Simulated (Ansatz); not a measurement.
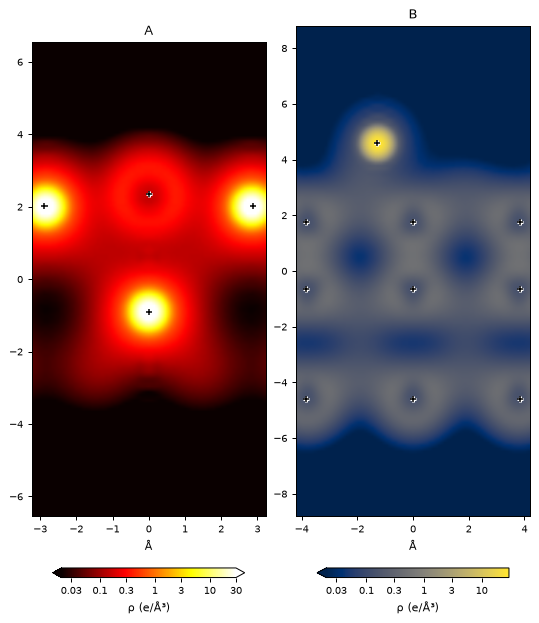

The valence electron density of 2 systems, each on a plane through atoms (crosses mark nuclei in the plane).

Level of theory: Ansatz, DFT PBE, scalar-relativistic, plane waves, PAW.

System 1: SiGe4 (slab), the (110) plane of the calculation cell, a cut from vacuum to vacuum. A point of a scan over the structure, not its minimum; not relaxed (largest force 1.3 eV/Å); PAW files of the earlier set (soft_1).

```
CELL_PARAMETERS angstrom
4.07405 0.00000 0.00000
0.00000 4.07405 0.00000
0.00000 0.00000 19.85576
ATOMIC_POSITIONS crystal
Ge 0.00000 0.50000 0.20145
Ge 0.00000 0.00000 0.27400
Ge 0.50000 0.00000 0.34937
Ge 0.50000 0.50000 0.42082
Si 0.00000 0.00000 0.43730
```

System 2: MgSi24 (slab), the (11̄0) plane of the calculation cell, a cut from vacuum to vacuum. A point of a scan over the structure, not its minimum; not relaxed (largest force 0.9 eV/Å); PAW files of the earlier set (soft_1).

> Which map belongs to which system?

Panel A is system 1, SiGe4: the plane holds Ge and Si. Panel B is system 2, MgSi24: the plane holds Si and Mg.
